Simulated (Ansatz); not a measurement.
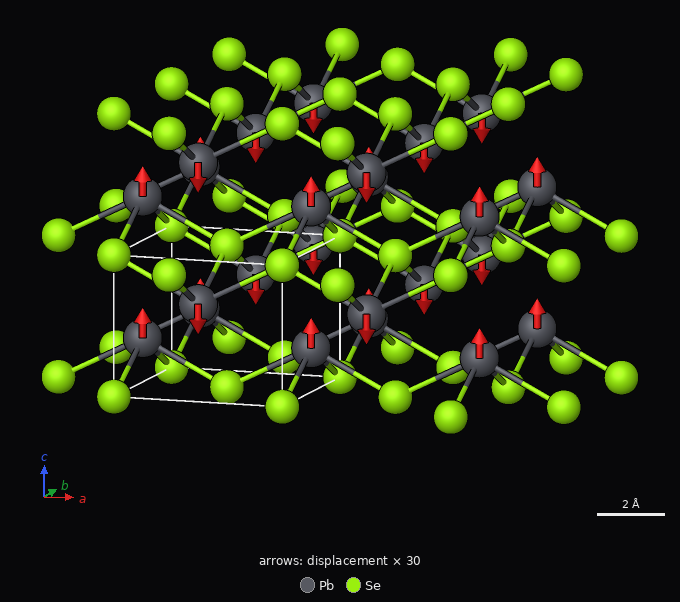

This is a relaxation of solid PbSe (a generated structure, set up in P4/nmm). The starting structure is drawn; red arrows show the displacements (the part carried along by the change of the cell is left out), magnified 30 times.

Style: ball-and-stick. Shown: the cell of the calculation, repeated 2 × 2 × 2 with one cell outlined, slightly off an axis.

Level of theory: DFT PBE, scalar-relativistic, plane waves, PAW (Ansatz 0.2.0).

The input:
```yaml
crystal:
  lattice:
    - [5.3410007274, 0.0, 0.0]
    - [0.0, 5.3410007274, 0.0]
    - [0.0, 0.0, 4.3151861771]
  atoms:
    - { symbol: Pb, position: [0.5, 0.0, 0.689873766] }
    - { symbol: Pb, position: [0.0, 0.5, 0.310126234] }
    - { symbol: Se, position: [0.0, 0.0, 0.0] }
    - { symbol: Se, position: [0.5, 0.5, 0.0] }
basis:
  ecutwfc: 420
kpoints:
  mp_grid: { grid: [6, 6, 6] }
hamiltonian:
  xc: pbe
scf:
  occupations: { method: gaussian, width: 0.02 }
output:
  forces: true
  stress: true
  eigenvalues: true
relax:
  adjacent_minimum: "off"
  f_tol: 0.01
  max_steps: 80
  cell: { stress_tol: 0.05 }
```

Launched with:
```bash
ansatz run input.yaml --threads 1 --pin off --max-ram 2048MiB --backend cpu --events-out ev --progress --plain --runs-dir out
```

Describe the change and its energy.

Answer. The largest moves relative to the cell, 0.032 Å, are those of Pb1 and Pb2. Pb1 goes along −c. Se stays in place. The volume changes by −1.7 %, with a = b 5.341 → 5.352 Å (+0.2 %), c 4.315 → 4.223 Å (−2.1 %). Near-neighbour distances that change, for instance: Pb1–Se3 2.987 → 2.993 Å. The space group stays P4/nmm (No. 129). Over 3 accepted moves (4 points after the start) the energy falls by 3.2 meV per cell of the calculation. Largest force component: 0.0013 eV/Å at the start, 0.00037 eV/Å at the end. Pressure: −0.11 GPa at the start and −0.01 GPa at the end. The SCF was repeated once at an unchanged geometry on a basis and grid sized afresh for the cell, which shifted the energy by 0.2 meV per cell of the calculation at most.
